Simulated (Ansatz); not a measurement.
**Single-point calculation, with input and output: CuI**

System: CuI (F-43m, 2 atoms in the cell).
Method: DFT, PBEsol, plane waves, PAW, no spin polarisation (Ansatz 0.2.0).

The structure was built on a prototype by a generator. Some settings of this run were made unusual or wrong on purpose. The geometry comes from this level: r2SCAN. Figures and captions count atoms from 1; the log counts them from 0 in places.

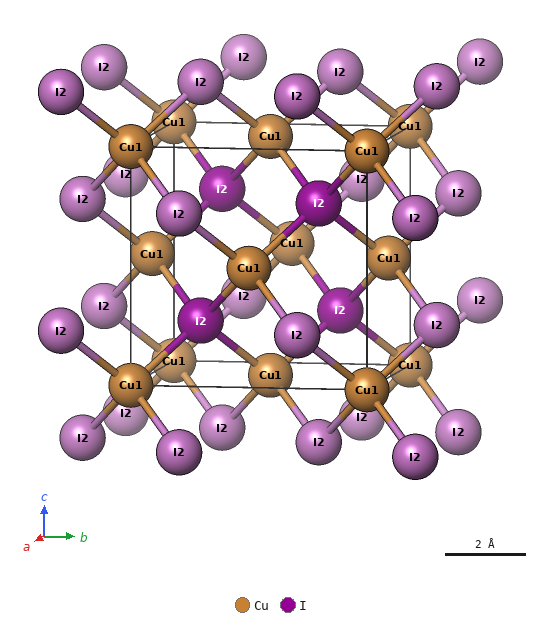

**Figure 1.** The structure (ball-and-stick view of the cell 4 times as large as that of the calculation, set on its symmetry axes, seen slightly off an axis; neighbours outside the cell are drawn fainter; atoms are numbered from 1 in the order of the input). Near neighbours in the crystal (not all of them lie inside the picture): Cu has 4 I at 2.61 Å; I has 4 Cu at 2.61 Å.

### Input
```yaml
crystal:
  lattice:
    - [0.0, 3.0120290156, 3.0120290156]
    - [3.0120290156, 0.0, 3.0120290156]
    - [3.0120290156, 3.0120290156, 0.0]
  atoms:
    - { symbol: Cu, position: [0.0, 0.0, 0.0] }
    - { symbol: I, position: [0.25, 0.25, 0.25] }
kpoints:
  mp_grid: { grid: [2, 4, 6] }
hamiltonian:
  xc: pbesol
scf:
  occupations: { method: fixed }
  n_extra_bands: 4
output:
  forces: true
  stress: true
  eigenvalues: true
```

Launch command:
```bash
ansatz run input.yaml --threads 4 --pin off --max-ram 3686MiB --backend cpu --events-out ev --progress --plain --runs-dir out
```

### Output
```
Warning: crystal.symmetry: narrowed to the stabiliser of the k-point mesh — unitary ops 24 → 2; excluded 22 operations that carry a point of the 2×4×6 mesh (shift [0, 0, 0]) off the mesh (the run samples exactly the mesh kpoints.mp_grid names, as under crystal.symmetry.detect: false, and its converged state has the mesh's symmetry, not the crystal's; ε∞, the Born charges and the force constants of a linear response (`dielectric:` by the response, `phonons.method: dfpt`) are averaged over those of the crystal's operations that the state keeps within a tolerance, where `mesh_tensors`, `unaveraged_element` or `gamma_mean_max_change_ev_ang2` stands beside them; a row that `dielectric.field_direction` solves alone is averaged likewise, with nothing beside; a Γ-centred mesh of equal divisions is mapped onto itself by every operation and keeps the whole group, as does a half-shifted one under kpoints.further_shifts: images)
scf.n_extra_bands = 4 over 18 filled bands (N_el = 36.0): the run solves 22 bands
Engine: ansatz 0.2.0, x86_64-unknown-linux-gnu
Pseudopotentials: kind: paw
Pseudopotential: Cu, paw, valence charge 19, recommended cutoff 420 eV (normal), Cu.paw.azcp
Pseudopotential: I, paw, valence charge 17, recommended cutoff 420 eV (normal), I.paw.azcp
Functional definition: PBEsol
  exchange = pbesol_x
  correlation = pbesol_c
Crystal: 2 atoms, lattice volume = 54.652 Å³
Basis set: ecut = 420 eV, 1067 PW (Γ), exchange–correlation on 60×60×60 points (8 copies of the dense FFT grid, shifted against one another)
Bands: 22, of which v1, the nominal top of the filled ones, is band 18 counted from 1 (17 counted from 0)
Symmetry: 2 space group operations
k-points: 21 of 48 (time reversal used)
Non-local potential: Cu, projectors of the file, l = 0: 3, l = 1: 2, l = 2: 3, l = 3: 1
Non-local potential: I, projectors of the file, l = 0: 2, l = 1: 2, l = 2: 2, l = 3: 2
PAW form: soft (Blöchl's): semilocal exchange-correlation on the pseudo side does not see the compensation charge
PAW frozen core: Cu, regenerated for the run's functional, and the local potential with it (the file was generated under x = pbe(κ = 0.804, μ = 0.2195149727645171), c = pbe(β = 0.06672455060314922))
PAW frozen core: I, regenerated for the run's functional, and the local potential with it (the file was generated under x = pbe(κ = 0.804, μ = 0.2195149727645171), c = pbe(β = 0.06672455060314922))
PAW one-centre angular grid: Cu, 590 points (default); XC on 64 Gauss nodes
PAW one-centre angular grid: I, 590 points (default); XC on 64 Gauss nodes
Initial density: superposition of atomic densities (neutral atoms: chi_scale 0, normalization atom), corrected by the library's trained network
Initial wavefunctions: pseudopotential atomic-orbital guess
Functional: x = pbesol(κ = 0.804, μ = 0.12345679012345678), c = pbesol(β = 0.046)
SCF iter   1: F=—  HF=-14021.115057 eV  |F-HF|=—  |Δ(HF+E_count)|=         —  Δρ=8.53e-3  dr2=2.48e-2  ethr=1.77e-3  ⟨swp⟩=5.0  Hψ=1888  notcnv=0  defer=34
preconditioner: auto → none  [insulator: Δε(μ)=0.977 eV  Ē_g=8.917 eV  n_scr=14 (ndim 8)  ℏωp=21.3 eV  f_vac=0.172  ε∞_Penn≈6.7]
SCF iter   2: F=—  HF=-14021.121579 eV  |F-HF|=—  |Δ(HF+E_count)|=   6.52e-3  Δρ=1.21e-2  dr2=5.20e-2  ethr=6.88e-5  ⟨swp⟩=2.7  Hψ=1086  notcnv=0  defer=37
SCF iter   3: F=—  HF=-14021.108906 eV  |F-HF|=—  |Δ(HF+E_count)|=   1.27e-2  Δρ=1.42e-3  dr2=6.39e-4  ethr=6.88e-5  ⟨swp⟩=2.1  Hψ=871  notcnv=0  defer=38
SCF iter   4: F=—  HF=-14021.108879 eV  |F-HF|=—  |Δ(HF+E_count)|=   2.70e-5  Δρ=1.69e-4  dr2=1.56e-5  ethr=1.77e-6  ⟨swp⟩=2.0  Hψ=779  notcnv=0  defer=41
SCF iter   5: F=—  HF=-14021.108884 eV  |F-HF|=—  |Δ(HF+E_count)|=   4.68e-6  Δρ=4.61e-5  dr2=1.05e-6  ethr=4.33e-8  ⟨swp⟩=2.0  Hψ=756  notcnv=0  defer=34
SCF iter   6: F=-14021.108884 eV  HF=-14021.108884 eV  |F-HF|=2.24e-8  |Δ(HF+E_count)|=   3.01e-7  Δρ=1.15e-5  dr2=5.53e-8  ethr=2.78e-10  ⟨swp⟩=8.9  Hψ=2590  notcnv=0
SCF 1 converged in 6 iterations: F = -14021.108884 eV  dr2 = 5.53e-8
  greatest PAW one-centre occupation: 1.000 electrons in one spin orbital (limit 2), on the Cu atom at site 0 (counted from 0), in its partial waves of l = 0
```

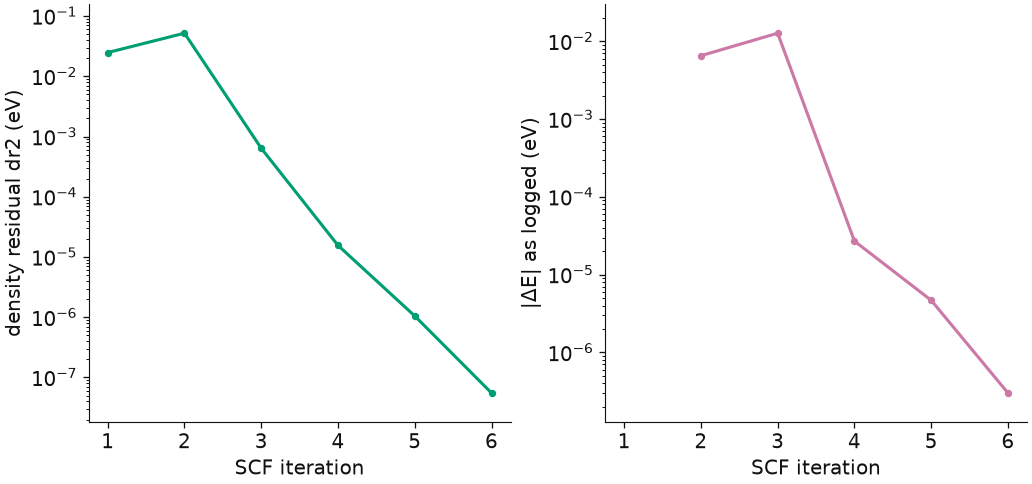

**Figure 2.** Convergence of the self-consistent field: density residual dr2 and size of the energy change against the SCF iteration. The residual comes down, with one marked jump up, by a factor of about 2, at step 2.

```
SCF converged after 6 iterations
Free energy (F): -14021.108884 eV
Harris-Foulkes:  -14021.108884 eV  (|F-HF|=2.24e-8)
Internal energy: -14021.108884 eV  (E = F + TS)
E sigma→0 (E₀):  -14021.108884 eV
Fermi energy:    8.302864 eV
--- Per-component energies (eV) ---
  E_band       = -862.369057
  E_kinetic    = 490.328722
  E_local      = -7578.612030  (includes V_loc(G=0)·N_el)
  E_nonlocal   = 317.637833
  E_hartree    = 3520.000522
  E_xc         = -213.707569
  E_vxc        = -240.627871  (∫ρ·V_xc dr)
  E_paw        = -6376.389477  (= ΣΔE_a)
  E_vpaw       = -891.111181  (= ΣTr[D̂ρ^β])
  E_aug_tail   = 0.000223  (compensation charges beyond the density's cutoff)
  E_ewald      = -4180.985453
  E_core_change = 0.618344  (= ΣΔE_core)
  E_smearing   = -0.000000  (= −TS)
  E_closure    = 0.000000  (closes the sum)
  Σ components = -14021.108884   (vs F -14021.108884, Δ=0.00e0)
--- Forces (eV/Å), atoms counted from 1 ---
  atom   1  Cu    -0.14185527    -0.00910153     0.00910153
  atom   2  I      0.14181405     0.00910031    -0.00910031
  max |Σ_I F_I| component: 4.12e-5 eV/Å
--- Stress (GPa, compression-positive) ---
       -1.664707      -0.086044       0.086044
       -0.086044      -0.632569       1.408126
        0.086044       1.408126      -0.632569
  P = ⅓ Tr σ = -0.9766 GPa (-9.766 kbar)
--- Band table (eV; the first three rows and the last of 21) ---
  k-point 0: bands = ["-102.9970", "-60.5706", "-60.5586", "-60.5559", "-37.3685", "-37.3641", "-37.3440", "-37.3350", "-37.3338", "-5.8161", "4.5559", "4.5583", "4.5616", "6.3100", "6.3235", "8.2914", "8.2964", "8.3029", "9.3602", "13.1079", "13.1116", "13.1173"]
  k-point 1: bands = ["-102.9970", "-60.5706", "-60.5586", "-60.5559", "-37.3685", "-37.3640", "-37.3439", "-37.3350", "-37.3338", "-5.6835", "4.0464", "4.5689", "4.5734", "6.3008", "6.3137", "7.3573", "8.0887", "8.0953", "10.3153", "13.1133", "13.4720", "13.4733"]
  k-point 2: bands = ["-102.9970", "-60.5706", "-60.5586", "-60.5559", "-37.3685", "-37.3639", "-37.3437", "-37.3350", "-37.3338", "-5.3912", "3.0497", "4.5844", "4.5895", "6.3127", "6.3240", "6.6253", "7.7201", "7.7265", "10.4710", "13.7302", "13.7315", "14.6822"]
  k-point 20: bands = ["-102.9970", "-60.5706", "-60.5586", "-60.5559", "-37.3684", "-37.3638", "-37.3439", "-37.3350", "-37.3332", "-5.0389", "3.0134", "3.7335", "4.4137", "6.2224", "6.3039", "6.4275", "6.6036", "6.9685", "12.2776", "12.9127", "14.2769", "15.3732"]
```

### Outcome

```csv
quantity,value
outcome,converged
space group (tolerance 0.01 Å),F-43m (216)
electrons treated,36
free energy,−14021.1089 eV
Fermi energy,8.303 eV
gap on the k-point mesh,1.06 eV
pressure,−0.98 GPa
largest force (length of the vector),0.142 eV/Å
hardware,"4 threads of Intel Xeon (Sapphire Rapids), 64 GiB of memory available, shared host"
wall time,0.95 s (CPU time 1.9 s)
peak memory,0.39 GiB
```

Some settings of this run were drawn to be unusual or wrong. It converged; results that depend on the unusual settings are not reference values. Warnings of the run: the k-point mesh lowers the symmetry that the run can use.
